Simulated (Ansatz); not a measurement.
# Calculations on W₁₅S₂₈

## 1. Relaxation

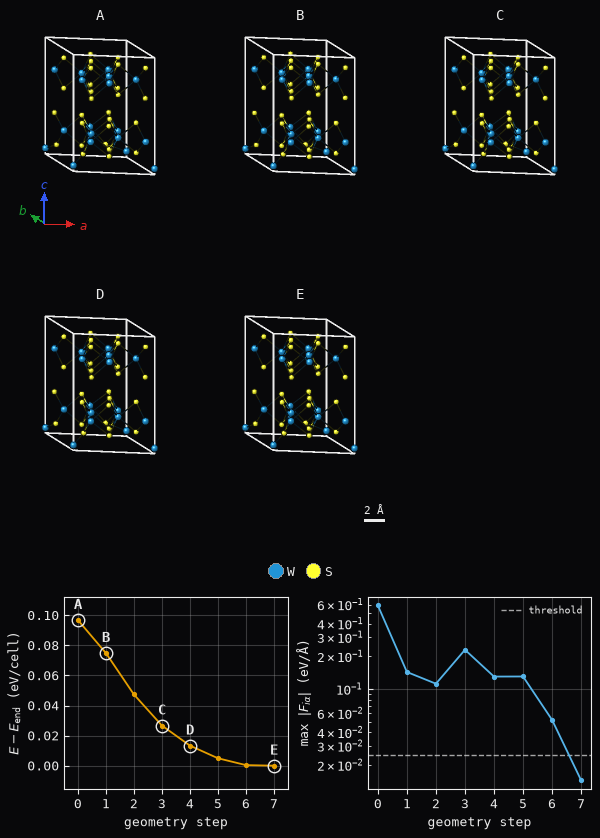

Frames of a relaxation of a defect cell of composition W15S28 (cell charge +1), marked on the history of the run. A ball-and-stick model of the cell of the calculation, seen slightly off an axis.

Case: W interstitial, charge +1, atoms relaxed at the host's cell.

These are results of Ansatz, DFT PBE+D3(BJ), scalar-relativistic, plane waves, PAW, not measurements. (plane-wave cutoff 420 eV; k-point mesh 2 × 2 × 2; occupations gaussian; smearing width 0.01 eV; collinear spin; atoms relaxed in a fixed cell; force threshold 0.025 eV/Å; at most 45 steps)

> Describe the path.

Over 7 geometry steps the energy falls by 96.8 meV per cell of the calculation. The largest force component goes from 0.59 to 0.014 eV/Å. The largest moves, 0.13 Å, are those of S atoms. By element the largest moves are S 0.13 Å, W 0.06 Å. The cell stays as it was. Among the contacts that change: S–W 2.622 → 2.509 Å, S–W 2.531 → 2.600 Å, S–W 2.685 → 2.633 Å, W–W 3.006 → 3.034 Å. Bond angles that change, for instance: S–W–S 135.3° → 139.1°, S–W–S 144.6° → 141.1°, S–W–S 138.2° → 134.9°. Cost: 7.6 min on 4 threads of Intel(R) Xeon(R) Platinum 8259CL CPU @ 2.50GHz (Skylake/Cascade Lake) (shared host), peak memory 3.6 GiB. From step 0 to 1: a W atom moves most (0.06 Å), energy −21.9 meV per cell of the calculation. From step 1 to 3: S atoms move most (0.07 Å), energy −48.2 meV per cell of the calculation. From step 3 to 4: energy −13.3 meV per cell of the calculation. From step 4 to 7: S atoms move most (0.05 Å), energy −13.3 meV per cell of the calculation.

```json
{"step": "0", "E − E(0), meV/atom": "0.00", "largest force component, eV/Å": "0.5890"}
{"step": "1", "E − E(0), meV/atom": "-0.51", "largest force component, eV/Å": "0.1438"}
{"step": "2", "E − E(0), meV/atom": "-1.15", "largest force component, eV/Å": "0.1121"}
{"step": "3", "E − E(0), meV/atom": "-1.63", "largest force component, eV/Å": "0.2302"}
{"step": "4", "E − E(0), meV/atom": "-1.94", "largest force component, eV/Å": "0.1305"}
{"step": "5", "E − E(0), meV/atom": "-2.14", "largest force component, eV/Å": "0.1307"}
{"step": "6", "E − E(0), meV/atom": "-2.24", "largest force component, eV/Å": "0.0521"}
{"step": "7", "E − E(0), meV/atom": "-2.25", "largest force component, eV/Å": "0.0145"}
```

Limits of the set-up: the k-point mesh is coarse for a cell with partly filled bands; the periodic images lie only 8.3 Å apart, so the values are limited by the cell's size; the cell is charged, on a uniform background, and energies carry no finite-size correction.

## 2. Relaxation

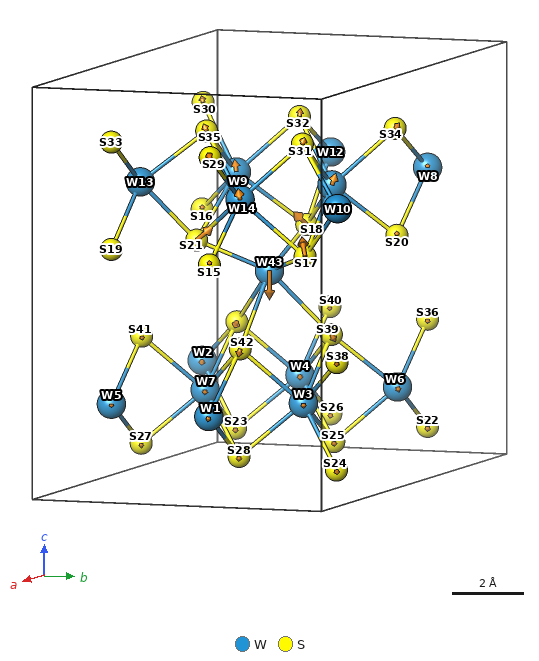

A relaxation of a defect cell of composition W$_{15}$S$_{28}$ (cell charge +3). The starting structure is drawn; orange arrows show the displacements, magnified 2 times.

Style: ball-and-stick. Shown: the cell of the calculation (origin shifted), from a free direction.

Case: W interstitial, charge +3, atoms relaxed at the host's cell.

Level of theory: Ansatz 0.2.0, DFT PBE+D3(BJ), scalar-relativistic, plane waves, PAW. Settings: plane-wave cutoff 420 eV; k-point mesh 2 × 2 × 2; occupations gaussian; smearing width 0.01 eV; collinear spin; atoms relaxed in a fixed cell; force threshold 0.025 eV/Å; at most 45 steps.

**What happened in the run?**

Over 6 accepted moves (7 points after the start) the energy falls by 1.011 eV per cell of the calculation. The largest force component goes from 0.87 to 0.013 eV/Å. 1 step only repeated the SCF at the same geometry. A W atom moves most: 0.44 Å along −c. By element the largest moves are W 0.44 Å, S 0.35 Å. The cell doesn't change. Near-neighbour distances that change, for instance: W–W 3.077 → 3.637 Å, S–W 2.590 → 2.412 Å, S–W 2.259 → 2.413 Å, W–W 3.085 → 3.189 Å. Among the angles between lasting bonds that change: S–W–S 156.1° → 179.9°, W–S–W 155.5° → 179.0°, S–W–S 105.4° → 82.2°. Cost: 6.7 min on 4 threads of Intel(R) Xeon(R) Platinum 8259CL CPU @ 2.50GHz (Skylake/Cascade Lake), on a shared host, peak memory 3.6 GiB.

Limits of the set-up: the periodic images lie only 8.3 Å apart, so the values are limited by the cell's size; the cell is charged, on a uniform background, and energies carry no finite-size correction.

## 3. Defect

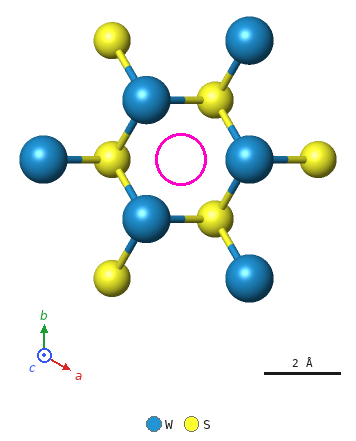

Perfect WS2. Style: ball-and-stick. Shown: the atoms within 4.6 Å of one point, in a slice 4.2 Å thick across the line of sight, along the c axis.

The calculation used DFT PBE+D3(BJ), scalar-relativistic, plane waves, PAW in Ansatz 0.2.0. Set-up: plane-wave cutoff 420 eV; k-point mesh 2 × 2 × 2; occupations gaussian; smearing width 0.01 eV; no spin polarisation. The cell is small and the k-mesh coarse, so the numbers are rough. The axes drawn are those of the host's conventional cell.

An extra tungsten atom is put between the host's atoms (an interstitial) at the ringed place, in charge state 0. The supercell has 42 sites, and the atoms are relaxed at the host's cell.

How do the neighbours respond?

The W atom starts with 3 W at 1.95 Å, 3 S at 2.02 Å around its place and ends with 3 S at 2.23 Å. Of the host's atoms, a sulfur atom moves furthest from its site, by 0.32 Å. The W atom itself moves 1.77 Å from where it was put. Relaxing the atoms from the host's sites lowers the energy by 23.89 eV. At a tolerance of 0.02 Å the relaxed supercell has space group P3.

The relaxed defect, seen from the same direction:

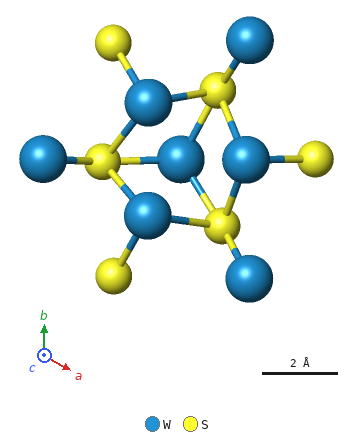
